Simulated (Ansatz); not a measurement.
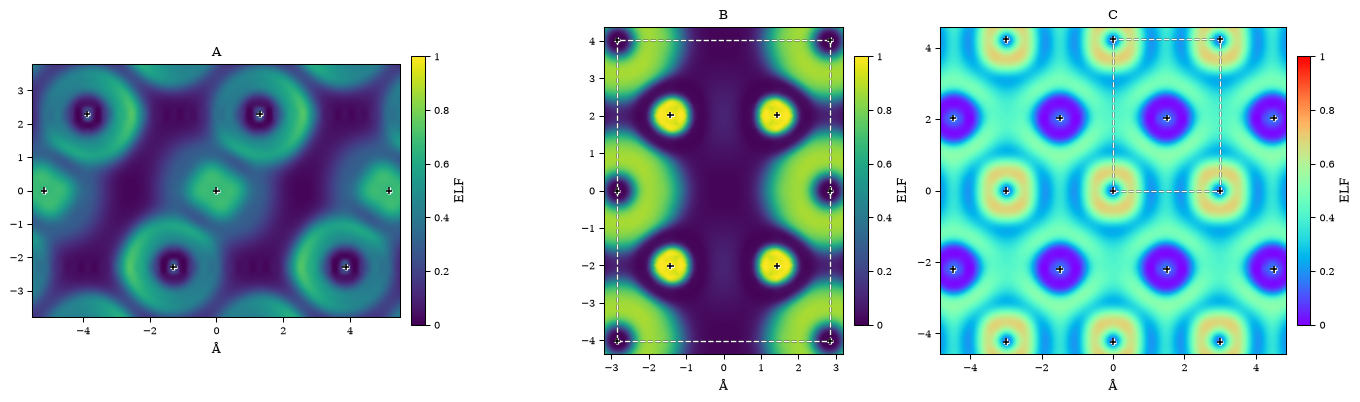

The electron localisation function of 3 systems, each on a plane through atoms (crosses mark nuclei in the plane).

Method: Kohn-Sham DFT of a periodic cell, PBE, Ansatz PAW (Ansatz).

System 1: Te2Pt, the (110) plane of the conventional cell. Space group P-3m1; not relaxed (largest force 1.3 eV/Å); computed pressure about 11 GPa in this cell.

```
Pt Te
1.0
     3.98309    0.00000    0.00000
    -1.99154    3.44945    0.00000
     0.00000    0.00000    5.16609
Pt Te
1 2
Cartesian
  0.0000 0.0000 0.0000
  1.9916 1.1498 3.8746
  0.0000 2.2996 1.2915
```

System 2: Li2S, the (011) plane of the conventional cell. Space group Fm-3m.

```xyz
12
Lattice="5.6890 0.0000 0.0000 0.0000 5.6890 0.0000 0.0000 0.0000 5.6890" Properties=species:S:1:pos:R:3 pbc="T T T"
S     0.0000    0.0000    0.0000
S     2.8445    2.8445    0.0000
S     2.8445    0.0000    2.8445
S     0.0000    2.8445    2.8445
Li    4.2668    1.4223    1.4223
Li    1.4223    4.2668    1.4223
Li    1.4223    1.4223    4.2668
Li    4.2668    4.2668    4.2668
Li    1.4223    1.4223    1.4223
Li    4.2668    4.2668    1.4223
Li    4.2668    1.4223    4.2668
Li    1.4223    4.2668    4.2668
```

System 3: AlRu, the (010) plane of the standardised cell. Space group Pm; changed on purpose from its base cell (atoms moved at random by about 0.05 A); not relaxed (largest force 0.7 eV/Å); computed pressure about 3 GPa in this cell.

```
Ru Al
1.0
    -2.99160    0.00000    0.00000
     0.00000    2.99160    2.99160
     0.00000    2.99160   -2.99160
Ru Al
2 2
Direct
  0.50000 0.00000 0.51220
  0.50000 0.50000 0.01220
  0.00133 0.00119 0.99117
  0.00133 0.50119 0.49117
```

Which map belongs to which system?

Answer. Panel A is system 1, Te2Pt: the plane holds Pt and Te. Te–Pt (2.64 Å): the ELF is about 0.50 at the midpoint. Panel B is system 2, Li2S: the plane holds S and Li. Li–S (2.46 Å): the ELF peaks at about 0.85 in the valence shell of S, 0.9 Å from its nucleus, and falls to about 0.05 next to Li; an ionic contact with no shared pair. Panel C is system 3, AlRu: the plane holds Ru and Al. Al–Ru (2.52 Å): the ELF is about 0.40 at the midpoint.
